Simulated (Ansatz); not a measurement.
**Mo₃P₂: density, localisation and related maps**

Input

```
crystal:
  lattice:
    - [3.2155746985, 1.8565129178, 4.2787705761]
    - [-3.2155746985, 1.8565129178, 4.2787705761]
    - [0.0, -3.7130258356, 4.2787705761]
  atoms:
    - { symbol: Mo, position: [0.0199320104, 0.4800679896, 0.75] }
    - { symbol: Mo, position: [0.75, 0.0199320104, 0.4800679896] }
    - { symbol: Mo, position: [0.4800679896, 0.75, 0.0199320104] }
    - { symbol: Mo, position: [0.9800679896, 0.5199320104, 0.25] }
    - { symbol: Mo, position: [0.25, 0.9800679896, 0.5199320104] }
    - { symbol: Mo, position: [0.5199320104, 0.25, 0.9800679896] }
    - { symbol: P, position: [0.8895858306, 0.8895858306, 0.8895858306] }
    - { symbol: P, position: [0.6104141694, 0.6104141694, 0.6104141694] }
    - { symbol: P, position: [0.1104141694, 0.1104141694, 0.1104141694] }
    - { symbol: P, position: [0.3895858306, 0.3895858306, 0.3895858306] }
basis:
  ecutwfc: 420
kpoints:
  mp_grid: { grid: [9, 9, 9] }
hamiltonian:
  xc: pbe
scf:
  occupations: { method: gaussian, width: 0.1 }
output:
  forces: true
  stress: true
  eigenvalues: true
  write_density: true
  write_potential: true
  elf: true
  volumetric_format: npy
relax:
  adjacent_minimum: "off"
  f_tol: 0.01
  max_steps: 80
  cell: { stress_tol: 0.05 }
```

Command:

```sh
ansatz run input.yaml --threads 1 --pin off --max-ram 2560MiB --backend cpu --events-out ev --progress --plain --runs-dir out
```

Below, planes, directions and counts refer to the conventional cell (a = 6.44 Å, b = 6.44 Å, c = 12.81 Å, α = 90.00°, β = 90.00°, γ = 120.00°).

The fields are those of the relaxed geometry.

Space group R-3c; started from the corundum_167 prototype, which need not be the ambient phase; computed without spin polarisation.

These are results of Ansatz, DFT PBE, scalar-relativistic, plane waves, PAW, not measurements.

The density is the valence pseudo-density of a PAW calculation; it isn't the true density close to the nuclei.

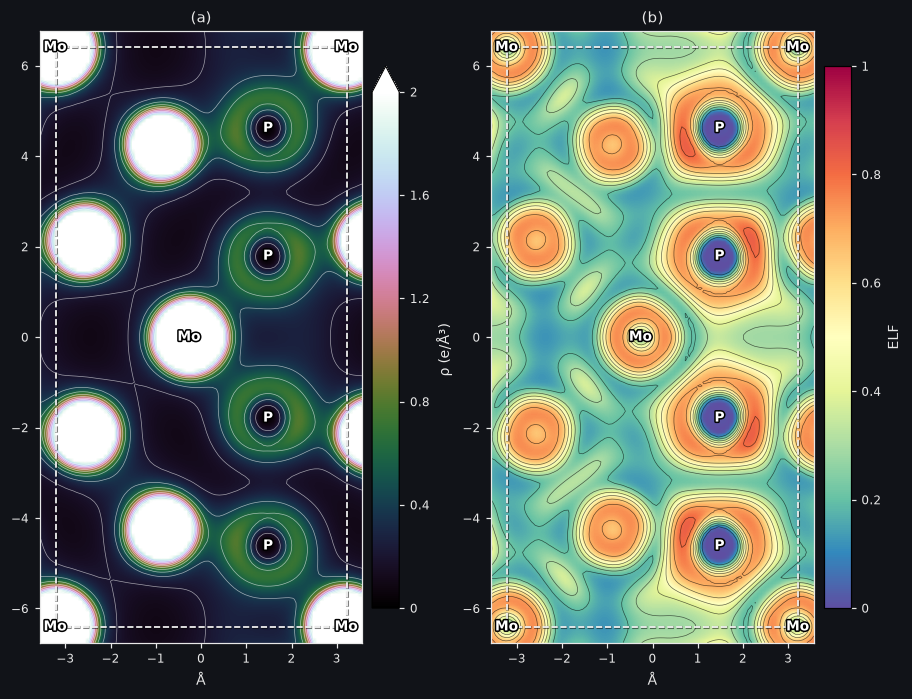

Figure 1. (a) valence pseudo-density; (b) electron localisation function on the (100) plane of the conventional cell.

> Describe what can be read from this map.

- The section cuts through Mo and P sites.
- Atoms just off the plane (Mo, 0.4 Å away) can leave unmarked features too.
- Mo–P (2.49 Å): ρ at the midpoint is about 0.46 e/Å³; the ELF peaks at about 0.70 in the valence shell of P, 0.8 Å from its nucleus, and is about 0.30 at the midpoint.
- Between the atoms the lowest density in this plane is 0.1 e/Å³.
- The features right at Mo lie inside the PAW spheres, where the map follows smoothed inner orbitals and isn't to be read closely.

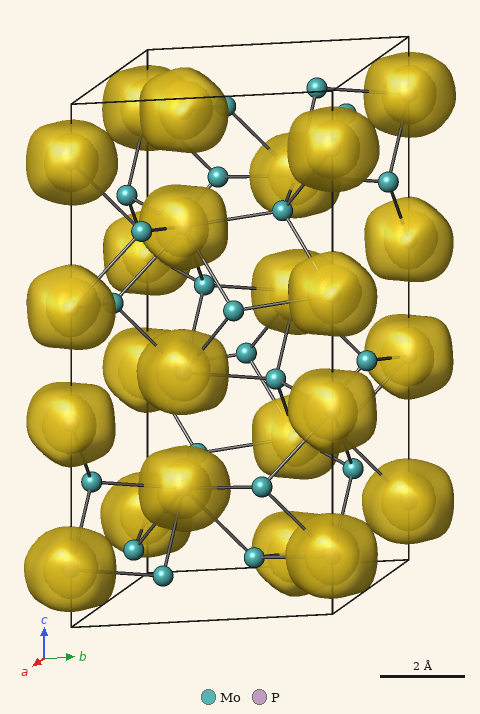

Figure 2. Isosurface of the electron localisation function at 0.65 (yellow), seen slightly off an axis. Core shells and regions of very low density are left out. Sticks mark near contacts.

> Where are the electrons localised?

At this value the surface marks out twelve regions wrapped around P (the valence shell of each), counted in one cell of 30 atoms. Regions shared between cells count once. Along the contacts the grid gives the following. Mo–P (2.40 Å): the ELF peaks at about 0.80 in the valence shell of P, 0.8 Å from its nucleus, and is about 0.40 at the midpoint.

> Metal or insulator at this level of theory?

It is gapless in this calculation (a metal or semimetal).
